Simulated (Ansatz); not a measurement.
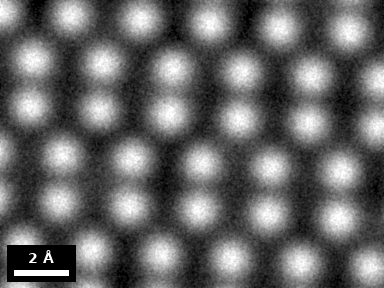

Z-contrast image of Ir (I4_1/amd, No. 141). Simulated incoherent Z contrast: every atom adds Z^1.7 spread by a probe of 1.03 Å full width; channelling and multiple scattering are left out. The display is stretched by a gamma of 0.65; percentages refer to the linear signal. Shot noise and the speckle of an amorphous layer were added. Structure used: the end point of a relaxation with DFT r2SCAN, scalar-relativistic, plane waves, PAW in Ansatz; the starting structure was generated, so it need not be a known form of this composition.

Space group I4_1/amd:1 (No. 141). a = 4.817 Å, b = 4.817 Å, c = 2.741 Å, α = 90.00°, β = 90.00°, γ = 90.00°
```json
{"atom": "Ir", "site": "4a", "symmetry": "-4m2", "x": "0.0000", "y": "0.0000", "z": "0.0000"}
```

### Along which zone axis is the crystal seen: [210], [111], [112] or [100]? (Directions equivalent by symmetry count as one.)

[111]. The projected cells are 1.74 × 1.74 Å, 104° for [210]; 2.54 × 3.64 Å, 110° for [111]; 1.07 × 1.78 Å, 107° for [112]; 2.74 × 2.77 Å, 120° for [100], and the image repeats as the [111] one does.
